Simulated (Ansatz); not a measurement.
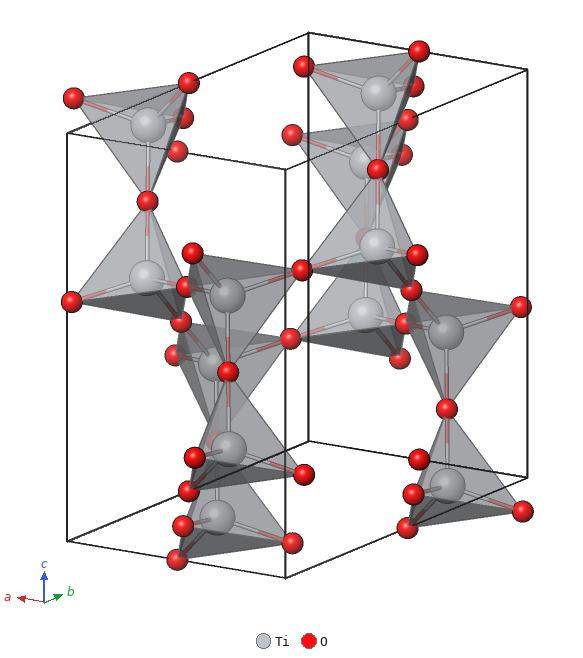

Crystal structure, polyhedral style, seen from a general direction. Lines trace the edges of the conventional unit cell. Some neighbours outside the box are added.

What is this?

- It has the composition TiO2.
- The symmetry is that of C222_1 (No. 20), on a base-centred orthorhombic lattice.
- The cell has 24 atoms, namely 8 Ti, 16 O.
- The polyhedra are TiO4 tetrahedra; they share corners.
- Around each Ti lie four O in a tetrahedral arrangement. The coordination shell of O holds two Ti in a linear arrangement.
- The bonds build a three-dimensional framework.

Starting structure: a structure listed in the Materials Project, with elements exchanged, so it need not be a known form of the compound. Earlier steps of the study, as a rule a relaxation of our own, may have changed the cell and positions, so they can lie some per cent off the listed ones. It was set up as input for a calculation with Ansatz.
